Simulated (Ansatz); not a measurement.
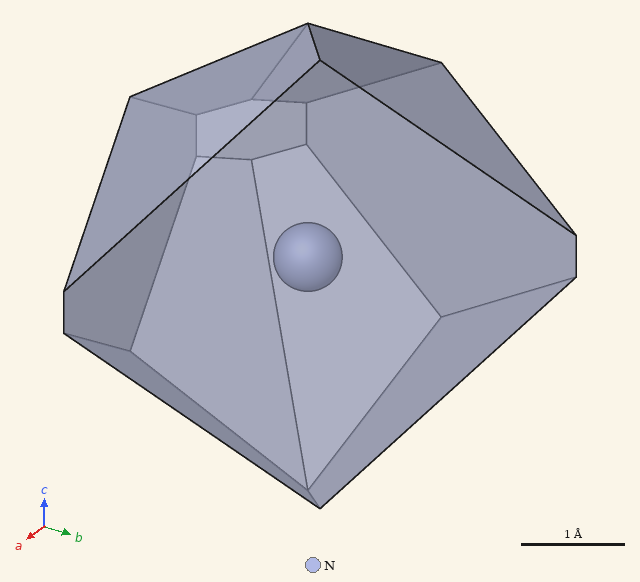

The polyhedron is the computed Voronoi (Dirichlet) cell of the central atom: each face lies in the plane that bisects the line to a neighbour. Central atom: N (4f) in N; faces take the colour of the neighbour behind them. Origin: the geometry relaxed with Ansatz 0.2.0, DFT PBEsol, scalar-relativistic, plane waves, PAW.

N, space group P4_2/mnm (No. 136), a = 4.391 Å, b = 4.391 Å, c = 5.714 Å, α = 90.00°, β = 90.00°, γ = 90.00°

```csv
site,Wyckoff,x,y,z
N,4f,0.9114,0.9114,0.0000
```

How many faces does the cell have, and of which kinds?

Answer. 12 faces, index ⟨0,8,0,4⟩: an elongated dodecahedron.

What is the volume of this Voronoi cell?

Answer. 27.5 Å³, equal to the mean volume per atom.

Tabulate the neighbours by distance and solid angle.

Answer.
```json
{"neighbour": "N", "faces": "1", "distance (Å)": "1.10", "solid angle (% of sphere)": "37.3"}
{"neighbour": "N", "faces": "2", "distance (Å)": "3.70", "solid angle (% of sphere)": "19.9"}
{"neighbour": "N", "faces": "8", "distance (Å)": "3.87", "solid angle (% of sphere)": "42.1"}
{"neighbour": "N", "faces": "1", "distance (Å)": "5.11", "solid angle (% of sphere)": "0.7"}
```
